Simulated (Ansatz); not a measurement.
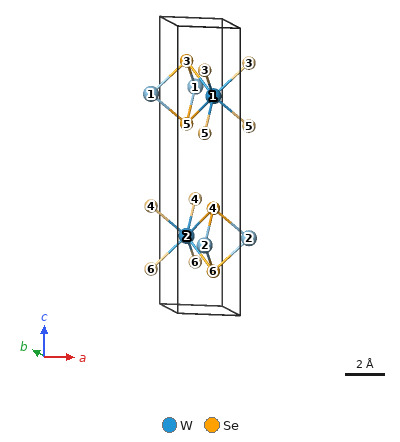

Figure 1. The structure as given in the input (ball-and-stick view of the cell of the calculation, seen slightly off an axis; neighbours outside the cell are drawn fainter; atoms are numbered from 1 in the order of the input). An atom can appear more than once, as a periodic image. Near neighbours in the periodic cell (some may lie outside the picture): W has 6 Se at 2.55 Å; Se has 3 W at 2.55 Å.

# Run report: WSe2, single-point calculation

System: WSe2 (6 atoms in the cell).
Method: DFT PBE, scalar-relativistic, plane waves, PAW, no spin polarisation (Ansatz 0.2.0).

The structure derives from a Materials Project entry. It belongs to a series of runs on one base structure; here: band edges sought over the zone. Figures and captions count atoms from 1; the log counts them from 0 in places.

**The program's output**
```
Engine: ansatz 0.2.0, x86_64-unknown-linux-gnu
Pseudopotentials: kind: paw
Pseudopotential: W, paw, valence charge 14, recommended cutoff 420 eV (normal), W.paw.azcp
Pseudopotential: Se, paw, valence charge 16, recommended cutoff 420 eV (normal), Se.paw.azcp
Functional definition: PBE
  parameter kappa = 0.804
  parameter beta = 0.06672455060314922
  exchange = pbe_x(kappa = kappa, mu = beta*pi^2/3)
  correlation = pbe_c(beta = beta)
Crystal: 6 atoms, lattice volume = 148.043 Å³
Basis set: ecut = 420 eV, 2919 PW (Γ), exchange–correlation on 48×48×216 points (8 copies of the dense FFT grid, shifted against one another)
Bands: 56, of which v1, the nominal top of the filled ones, is band 46 counted from 1 (45 counted from 0)
Symmetry: 24 space group operations
Space group: P63/mmc (ITA 194), of the structure as read, at distance tolerance 5.3e-5 Å
k-points: 38 of 288
Non-local potential: W, projectors of the file, l = 0: 3, l = 1: 2, l = 2: 2, l = 3: 1
Non-local potential: Se, projectors of the file, l = 0: 2, l = 1: 2, l = 2: 3, l = 3: 1
PAW form: soft (Blöchl's): semilocal exchange-correlation on the pseudo side does not see the compensation charge
PAW one-centre angular grid: W, 590 points (default); XC on 64 Gauss nodes
PAW one-centre angular grid: Se, 590 points (default); XC on 64 Gauss nodes
Initial density: read from a saved state, or passed on in memory by an earlier SCF of this step, an earlier step, the calling program or the single point that the run made first
Initial wavefunctions: pseudopotential atomic-orbital guess
Functional: x = pbe(κ = 0.804, μ = 0.2195149727645171), c = pbe(β = 0.06672455060314922)
iter 1 solved again at ethr=5.11e-8 eV; its pass at ethr=3.10e-3 eV (dr2=4.70e-5 eV) is discarded
SCF iter   1: F=—  HF=-42649.313216 eV  |F-HF|=—  |Δ(HF+E_count)|=         —  Δρ=3.75e-6  dr2=3.68e-8  ethr=5.11e-8  ⟨swp⟩=4.1  Hψ=14048  notcnv=0
preconditioner: auto → Resta (q_TF=auto, 2.520 Å⁻¹)  ε∞=5.4  [insulator: Δε(μ)=1.403 eV  Ē_g=8.690 eV  σ=0.020 eV  W_gap=1.00  n_scr=54 (ndim 8)  ℏωp=18.3 eV  f_vac=0.211  D(μ)=0.00/eV (n_scr^D=0)  ε∞_Penn≈5.4]
SCF iter   2: F=-42649.313216 eV  HF=-42649.313216 eV  |F-HF|=1.56e-9  |Δ(HF+E_count)|=   2.70e-8  Δρ=2.29e-6  dr2=1.72e-8  ethr=4.00e-11  ⟨swp⟩=7.7  Hψ=8964  notcnv=0
SCF 1 converged in 2 iterations: F = -42649.313216 eV  dr2 = 1.72e-8
  greatest PAW one-centre occupation: 1.000 electrons in one spin orbital (limit 2), on the Se atom at site 5 (counted from 0), in its partial waves of l = 2
NSCF: frozen V_eff on 28 k-points
NSCF: frozen V_eff on 28 k-points
NSCF: frozen V_eff on 28 k-points
NSCF: frozen V_eff on 28 k-points
NSCF: frozen V_eff on 8 k-points
NSCF: frozen V_eff on 13 k-points
NSCF: frozen V_eff on 16 k-points
NSCF: frozen V_eff on 8 k-points
NSCF: frozen V_eff on 16 k-points
NSCF: frozen V_eff on 11 k-points
NSCF: frozen V_eff on 15 k-points
NSCF: frozen V_eff on 6 k-points
NSCF: frozen V_eff on 6 k-points
NSCF: frozen V_eff on 5 k-points
NSCF: frozen V_eff on 1 k-points
NSCF: frozen V_eff on 3 k-points
SCF converged after 2 iterations
Free energy (F): -42649.313216 eV
Harris-Foulkes:  -42649.313216 eV  (|F-HF|=1.56e-9)
Internal energy: -42649.313216 eV  (E = F + TS)
E sigma→0 (E₀):  -42649.313216 eV
Fermi energy:    10.198942 eV
--- Per-component energies (eV) ---
  E_band       = -1971.011775
  E_kinetic    = 1373.267368
  E_local      = -15270.500261  (includes V_loc(G=0)·N_el)
  E_nonlocal   = -2379.599740
  E_hartree    = 7276.080797
  E_xc         = -950.410438
  E_vxc        = -869.964124  (∫ρ·V_xc dr)
  E_paw        = -24771.275509  (= ΣΔE_a)
  E_vpaw       = 623.630606  (= ΣTr[D̂ρ^β])
  E_aug_tail   = -0.002465  (compensation charges beyond the density's cutoff)
  E_ewald      = -7926.872967
  E_smearing   = -0.000000  (= −TS)
  E_closure    = 0.000000  (closes the sum)
  Σ components = -42649.313216   (vs F -42649.313216, Δ=0.00e0)
--- Forces (eV/Å), atoms counted from 1 ---
  atom   1  W      0.00000000    -0.00000000     0.00000000
  atom   2  W     -0.00000000     0.00000000     0.00000000
  atom   3  Se    -0.00000000     0.00000000     0.00001977
  atom   4  Se    -0.00000000    -0.00000000     0.00001977
  atom   5  Se     0.00000000     0.00000000    -0.00001977
  atom   6  Se     0.00000000    -0.00000000    -0.00001977
  max |Σ_I F_I| component: 6.94e-18 eV/Å
--- Stress (GPa, compression-positive) ---
       -1.807947       0.000000       0.000000
        0.000000      -1.807947       0.000000
        0.000000       0.000000      -0.006145
  P = ⅓ Tr σ = -1.2073 GPa (-12.073 kbar)
--- Band table (eV; the first three rows and the last of 38) ---
  k-point 0: bands = ["-64.5553", "-64.5553", "-38.0373", "-38.0373", "-38.0373", "-38.0373", "-38.0368", "-38.0368", "-38.0368", "-38.0368", "-38.0040", "-38.0040", "-38.0040", "-38.0040", "-38.0028", "-38.0028", "-38.0028", "-38.0028", "-37.9903", "-37.9903", "-37.9881", "-37.9881", "-28.7966", "-28.7966", "-28.7194", "-28.7194", "-28.7193", "-28.7193", "-5.1321", "-5.1075", "-3.9012", "-3.8562", "3.3454", "3.5726", "7.0750", "7.0750", "7.0763", "7.0763", "7.0779", "7.8703", "8.1635", "8.1635", "8.1678", "8.1678", "9.0616", "9.4979", "12.2919", "12.2919", "12.2969", "12.2969", "12.4707", "12.4707", "12.4912", "12.4912", "13.6561", "14.3999"]
  k-point 1: bands = ["-64.5553", "-64.5553", "-38.0373", "-38.0373", "-38.0373", "-38.0373", "-38.0368", "-38.0368", "-38.0368", "-38.0368", "-38.0040", "-38.0040", "-38.0040", "-38.0040", "-38.0028", "-38.0028", "-38.0028", "-38.0028", "-37.9903", "-37.9903", "-37.9881", "-37.9881", "-28.7966", "-28.7966", "-28.7194", "-28.7194", "-28.7194", "-28.7194", "-5.1200", "-5.1200", "-3.8786", "-3.8786", "3.4537", "3.4537", "7.0757", "7.0757", "7.0757", "7.0757", "7.4283", "7.4283", "8.1656", "8.1656", "8.1656", "8.1656", "9.3312", "9.3312", "12.2942", "12.2942", "12.2942", "12.2942", "12.4811", "12.4811", "12.4811", "12.4811", "13.9989", "13.9989"]
  k-point 2: bands = ["-64.5548", "-64.5548", "-38.0373", "-38.0373", "-38.0371", "-38.0371", "-38.0369", "-38.0369", "-38.0366", "-38.0366", "-38.0040", "-38.0040", "-38.0040", "-38.0040", "-38.0030", "-38.0030", "-38.0028", "-38.0028", "-37.9902", "-37.9902", "-37.9880", "-37.9880", "-28.7940", "-28.7940", "-28.7322", "-28.7322", "-28.7224", "-28.7223", "-5.0357", "-5.0112", "-3.8533", "-3.8096", "3.4708", "3.6978", "6.7735", "6.7759", "6.8990", "7.1682", "7.1702", "7.4246", "7.9978", "8.0028", "8.1778", "8.4041", "9.0487", "9.4094", "12.0076", "12.0565", "12.1065", "12.2024", "12.3422", "12.3670", "12.4641", "12.4755", "14.2250", "14.9239"]
  k-point 37: bands = ["-64.5467", "-64.5467", "-38.0359", "-38.0359", "-38.0349", "-38.0349", "-38.0348", "-38.0348", "-38.0347", "-38.0347", "-38.0055", "-38.0055", "-38.0046", "-38.0046", "-38.0038", "-38.0038", "-38.0038", "-38.0038", "-37.9886", "-37.9886", "-37.9861", "-37.9861", "-28.8615", "-28.8615", "-28.8390", "-28.8390", "-28.7527", "-28.7527", "-3.0488", "-3.0488", "-2.8774", "-2.8774", "4.2716", "4.2716", "4.3514", "4.3514", "5.2410", "5.2410", "5.7557", "5.7557", "6.3053", "6.3053", "7.2256", "7.2256", "9.4701", "9.4701", "10.9006", "10.9006", "12.3599", "12.3599", "12.8536", "12.8536", "14.1369", "14.1369", "15.3510", "15.3510"]
```

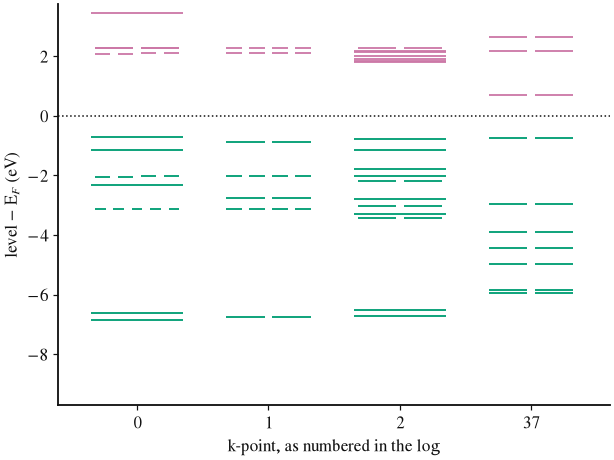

Figure 2. Kohn–Sham levels near the Fermi level (dotted) at the few k-points that the log prints; levels within 0.02 eV of each other stand side by side. Among these points the highest filled and lowest empty levels are 1.40 eV apart, which is the gap on the mesh.

The run was set up as follows.

**The input**
```yaml
crystal:
  lattice:
    - [3.3541965461, 0.0, 0.0]
    - [-1.677098273, 2.9048194182, 0.0]
    - [0.0, 0.0, 15.1942591103]
  atoms:
    - { symbol: W, position: [0.6666666667, 0.3333333333, 0.75] }
    - { symbol: W, position: [0.3333333333, 0.6666666667, 0.25] }
    - { symbol: Se, position: [0.3333333333, 0.6666666667, 0.8596529217] }
    - { symbol: Se, position: [0.6666666667, 0.3333333333, 0.3596529217] }
    - { symbol: Se, position: [0.3333333333, 0.6666666667, 0.6403470783] }
    - { symbol: Se, position: [0.6666666667, 0.3333333333, 0.1403470783] }
basis:
  ecutwfc: 420
kpoints:
  mp_grid: { grid: [12, 12, 2] }
  band_path: { path: [VBM, CBM], npoints: 2 }
hamiltonian:
  xc: pbe
scf:
  occupations: { method: gaussian, width: 0.02 }
output:
  forces: true
  stress: true
  eigenvalues: true
checkpoint:
  read: start.run
  write: ck
  compress: false
  write_wavefunctions: false
  write_every: 100000
```

Launch command:
```bash
ansatz run input.yaml --threads 1 --pin off --max-ram 2560MiB --backend cpu --events-out ev --progress --plain --runs-dir out
```

**Results in brief**

- outcome: converged
- space group (tolerance 0.01 Å): P6₃/mmc (194)
- electrons treated: 92
- free energy: −42649.3132 eV
- Fermi energy: 10.199 eV
- gap on the k-point mesh: 1.40 eV
- gap on the band path: 1.40 eV
- pressure: −1.21 GPa
- largest force (length of the vector): under 0.001 eV/Å
- hardware: 1 thread of Intel Xeon (Granite Rapids), 32 GiB of memory available, shared host
- wall time: 21 s
- peak memory: 0.58 GiB

**Remarks**

Spin–orbit coupling is left out, which matters for W.
